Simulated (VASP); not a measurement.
MgI2

```yaml
crystal:
  lattice:
    - [4.15736, 0.00000, 0.00000]
    - [-2.07868, 3.60038, 0.00000]
    - [0.00000, 0.00000, 20.67704]
  atoms:
    - { symbol: Mg, position: [0.00000, 0.00000, 0.00000] }
    - { symbol: Mg, position: [0.66667, 0.33333, 0.33333] }
    - { symbol: Mg, position: [0.33333, 0.66667, 0.66667] }
    - { symbol: I, position: [0.00000, 0.00000, 0.25269] }
    - { symbol: I, position: [0.66667, 0.33333, 0.58602] }
    - { symbol: I, position: [0.33333, 0.66667, 0.91935] }
    - { symbol: I, position: [0.66667, 0.33333, 0.08065] }
    - { symbol: I, position: [0.33333, 0.66667, 0.41398] }
    - { symbol: I, position: [0.00000, 0.00000, 0.74731] }
```

Space group R-3m; a generated structure, not necessarily the stable one.

Theory: Kohn-Sham DFT of a periodic cell, PBE, VASP PAW PBE potentials, recommended (VASP).

Core electrons are frozen (PAW), and the valence fields are smoothed inside the atomic spheres.

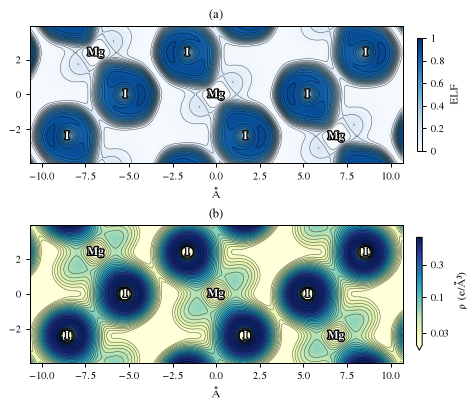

Figure 1. (a) ELF; (b) valence pseudo-density on the (110) plane of the conventional cell.

Q: Interpret the plot.

A:
- The section cuts through Mg and I sites.
- Mg–I (2.92 Å): ρ is about 0.26 e/Å³ halfway; the ELF is about 0.85 at the midpoint: a closed-shell, largely ionic contact.
- Between the atoms the lowest density in this plane is 0.005 e/Å³.

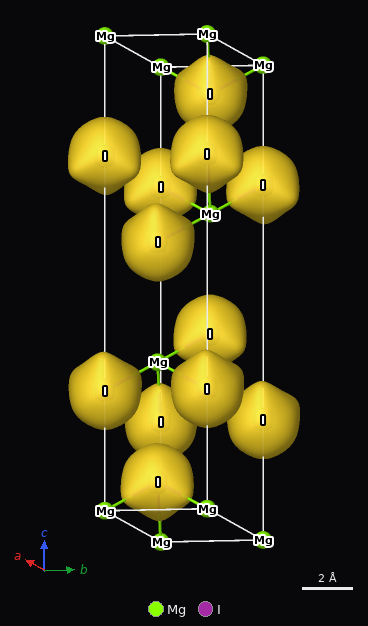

Figure 2. Isosurface of the electron localisation function at 0.7 (yellow), seen at an oblique angle. Only the valence region is drawn (cores and ρ < 0.01 e/Å³ removed). Sticks mark near contacts.

Q: Identify the bonds, lone pairs and shells in this picture.

A: At this value the surface marks out six regions wrapped around I (the valence shell of each), counted in one cell of 9 atoms. Regions shared between cells count once.

Q: Does the calculation make it a metal, or give it a gap?

A: It is gapped, with a Kohn–Sham gap of 3.2 eV on the k-point mesh (the band edges may lie off the mesh, which would make the gap smaller).
